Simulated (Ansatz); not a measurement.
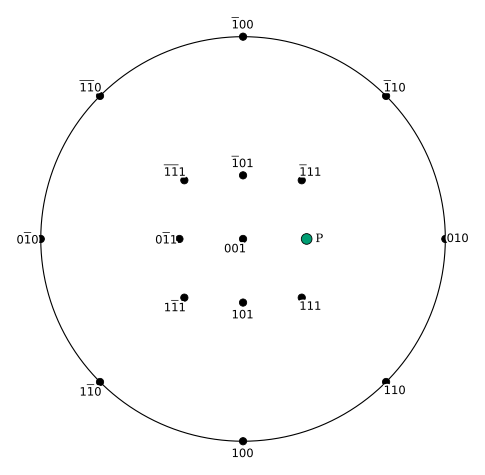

Crystal: RuO2, the geometry relaxed at fixed volume with Ansatz, DFT r2SCAN, scalar-relativistic, plane waves, PAW. Stereographic projection of plane normals (upper hemisphere) centred on (0 0 1). All values are computed from the atomic coordinates in the standard setting (tolerance 0.002 Å).

a = 4.425 Å, b = 4.425 Å, c = 3.089 Å, α = 90.00°, β = 90.00°, γ = 90.00°.

**Index the pole marked P.**

P is (0 1 1), 34.9° from the centre.

**What is the angle between the normals of (−1 0 0) and (1 1 1), and what are their d_hkl = 1/|g|?**

119.8°; d = 4.425 Å and 2.198 Å.
